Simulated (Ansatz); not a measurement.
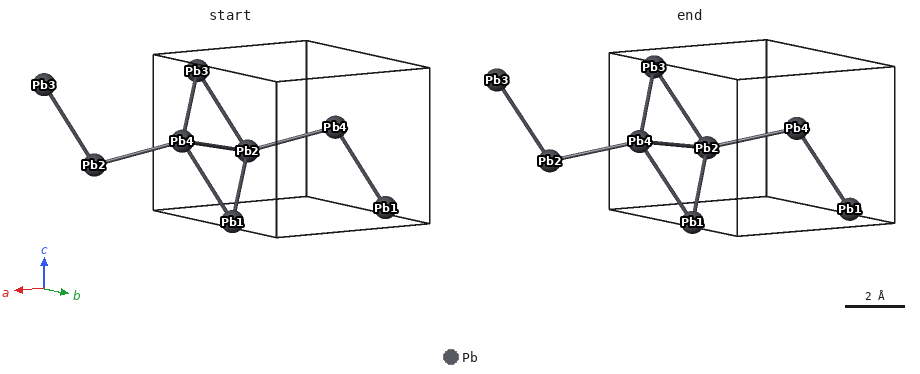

The structure of crystalline Pb (built on the alpha-gallium_64 type) before (left) and after (right) a relaxation, at one scale.

A ball-and-stick model of the cell of the calculation, repeated 2 × 1 × 1 with one cell outlined, seen from a free direction.

Case: alpha-gallium type (Cmce, No. 64).

Theory: DFT r2SCAN, scalar-relativistic, plane waves, PAW (Ansatz 0.2.0).

Input
```yaml
crystal:
  lattice:
    - [2.7775168938, -4.7784520642, 0.0]
    - [2.7775168938, 4.7784520642, 0.0]
    - [0.0, 0.0, 5.4851312584]
  atoms:
    - { symbol: Pb, position: [0.1591069068, 0.8408930932, 0.0899945406] }
    - { symbol: Pb, position: [0.6591069068, 0.3408930932, 0.4100054594] }
    - { symbol: Pb, position: [0.8408930932, 0.1591069068, 0.9100054594] }
    - { symbol: Pb, position: [0.3408930932, 0.6591069068, 0.5899945406] }
basis:
  ecutwfc: 500
kpoints:
  mp_grid: { grid: [10, 10, 8] }
hamiltonian:
  xc: r2scan
scf:
  occupations: { method: gaussian, width: 0.1 }
output:
  forces: true
  stress: true
  eigenvalues: true
relax:
  adjacent_minimum: "off"
  f_tol: 0.01
  max_steps: 80
  cell: { stress_tol: 0.05 }
```

**Describe what moved and what it gained.**

The largest moves relative to the cell, 0.082 Å, are those of Pb1, Pb2, Pb3 and Pb4. Pb3 goes roughly along [0 −1 3]. Cell: a = b 5.527 → 5.622 Å (+1.7 %), c 5.485 → 5.513 Å (+0.5 %), γ 119.7° → 122.9°. Volume +0.5 %. Some distances before and after: Pb1–Pb3 3.422 → 3.358 Å, Pb1–Pb4 3.247 → 3.310 Å, Pb1–Pb2 3.286 → 3.306 Å, Pb1–Pb3 (another image) 3.197 → 3.216 Å. The space group stays Cmce (No. 64). Over 7 accepted moves (8 points after the start) the energy falls by 5.7 meV per atom. Largest force component: 0.076 eV/Å at the start, 0.0006 eV/Å at the end. The pressure goes from 0.23 to 0.00 GPa. At 1 point the geometry stayed and the basis and grid were re-selected for the new cell (energy shift of less than 0.05 meV per atom at most each time).
